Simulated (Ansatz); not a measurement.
Start from this file.

```
CELL_PARAMETERS angstrom
2.84975 0.00000 0.00000
-1.42488 2.46796 0.00000
0.00000 0.00000 2.65475
ATOMIC_POSITIONS crystal
Ge 0.00000 0.00000 0.00000
```

Say what kind of structure these coordinates give.

The element is germanium. It is primitive hexagonal, space group P6/mmm (No. 191). It belongs to the family called simple hexagonal. The cell holds one atom. Each Ge is bonded to eight Ge at 2.65 to 2.85 Å. The bonds build a three-dimensional framework.

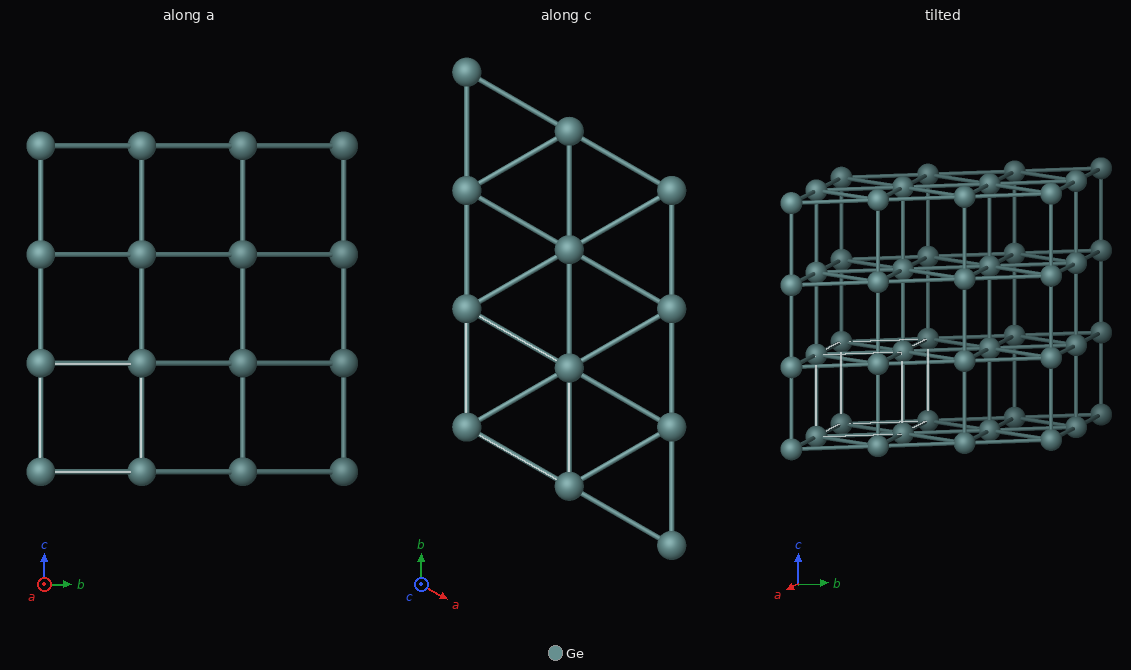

An orthographic ball-and-stick view of the structure, along the a axis, along the c axis and slightly off an axis. A block of 2×3×3 cells is shown, with one conventional unit cell in solid outline.

The model was built from a textbook structure type filled with this element (whether it is the usual form wasn't checked). The structure drawn was relaxed with Ansatz 0.2.0, DFT r2SCAN, scalar-relativistic, plane waves, PAW.
